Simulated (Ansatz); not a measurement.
## Run report: Ba3Ti3HO9, geometry relaxation (part 4 of 4)

The same run, continued: Ba3Ti3HO9 (slab, 16 atoms in the cell); DFT PBE, scalar-relativistic, plane waves, PAW, PAW set soft_1, spin-polarised (Ansatz 0.2.0); cutoff 420 eV, 2×2×1 k-mesh, Fermi–Dirac smearing of 0.05 eV, collinear spins. The structure derives from an entry of the Crystallography Open Database. The input holds or restrains some coordinates. Forces given for the steps count only the free coordinates. It belongs to a series of runs on one base structure; here: start relaxed.

Geometry of the input (Å; fractional positions):
```
5.6547  0.0000  0.0000
0.0000  6.9552  0.0000
0.0000  0.0000  17.0664
Ba 0.0000  0.0000  0.0586
Ti 0.5000  0.1512  0.1542
O  0.7456  0.0116  0.2012
O  0.5000  0.0116  0.0603
O  0.2545  0.0116  0.2012
Ba 0.0000  0.3333  0.2499
Ti 0.0000  0.4845  0.0586
O  0.2455  0.3449  0.1056
O  0.5000  0.3449  0.2516
O  0.7544  0.3449  0.1056
Ba 0.5000  0.6667  0.1542
Ti 1.0000  0.8178  0.2499
O  0.2455  0.6782  0.2969
O  0.0000  0.6782  0.1559
O  0.7544  0.6782  0.2969
H  0.4941  0.9042  0.2787
```

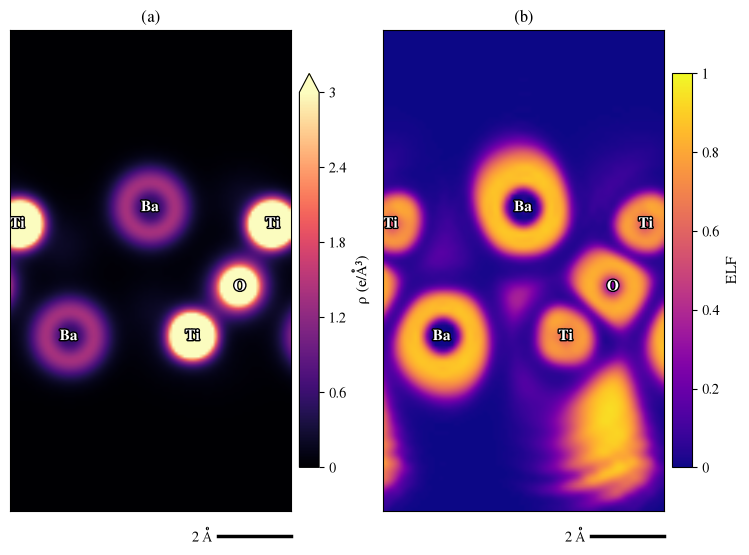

*(a) valence charge density (pseudo); (b) ELF on the (100) plane of the calculation cell, a cut from vacuum to vacuum.*

The section cuts through Ba, Ti and O sites. Ti–O (1.87 Å): ρ at the midpoint is about 0.86 e/Å³; the ELF peaks at about 0.80 in the valence shell of O, 0.6 Å from its nucleus, and drops to about 0.20 between the two atoms. Ti–O (1.93 Å): the density is about 0.75 e/Å³ at the midpoint; the ELF is about 0.20 at the midpoint. The density dies away to nearly zero in the vacuum. The strong features right at Ba and Ti lie inside the PAW spheres (semicore, d or f shells) and say nothing about bonding. In a PAW calculation such maps are meaningful between the atoms, not at the nuclei.

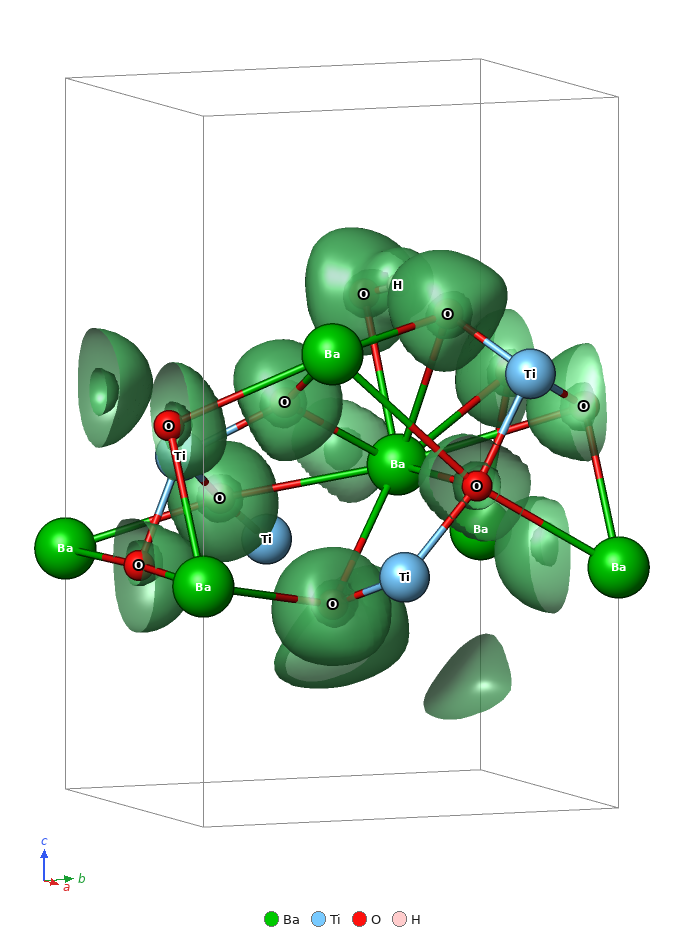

*Isosurface of the ELF at 0.7 (green), seen slightly off an axis. Core shells and regions of very low density are left out. Sticks mark near contacts.*

Along the contacts the grid gives the following. Ti–O (1.69 Å): the ELF is about 0.30 at the midpoint.
